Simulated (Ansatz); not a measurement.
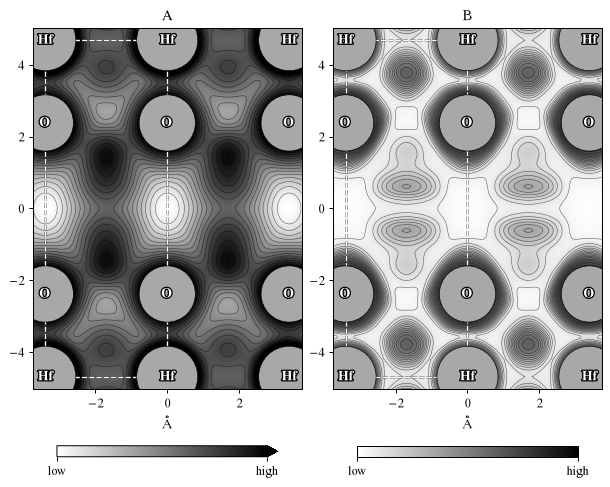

HfO2: 2 fields on the (100) plane of the conventional cell, with unlabelled colour scales. Grey discs cover the atomic cores.

Space group R-3m; started from the fluorite prototype, which need not be the ambient phase; changed on purpose from its base cell (epitaxial 111 strain -5.0%); computed pressure about 12 GPa in this cell.

Method: Ansatz, DFT, HSE06, plane waves, PAW.

```
CELL_PARAMETERS angstrom
2.40272 0.00000 -2.40272
-2.40272 2.40272 0.00000
5.41523 5.41523 5.41523
ATOMIC_POSITIONS crystal
Hf 0.00000 0.00000 0.00000
Hf 0.66667 0.33333 0.33333
Hf 0.33333 0.66667 0.66667
O 0.00000 0.00000 0.24587
O 0.66667 0.33333 0.57921
O 0.33333 0.66667 0.91254
O 0.66667 0.33333 0.08746
O 0.33333 0.66667 0.42079
O 0.00000 0.00000 0.75413
```

Q: The panels show electron localisation function and valence pseudo-density in some order. Assign them.

A: Panel A: valence pseudo-density. Panel B: electron localisation function. From the grid: Hf–O (2.31 Å): ρ is about 0.41 e/Å³ halfway; the ELF peaks at about 0.85 in the valence shell of O, 0.7 Å from its nucleus, and drops to about 0.10 between the two atoms: no shared electron pair shows on this line.
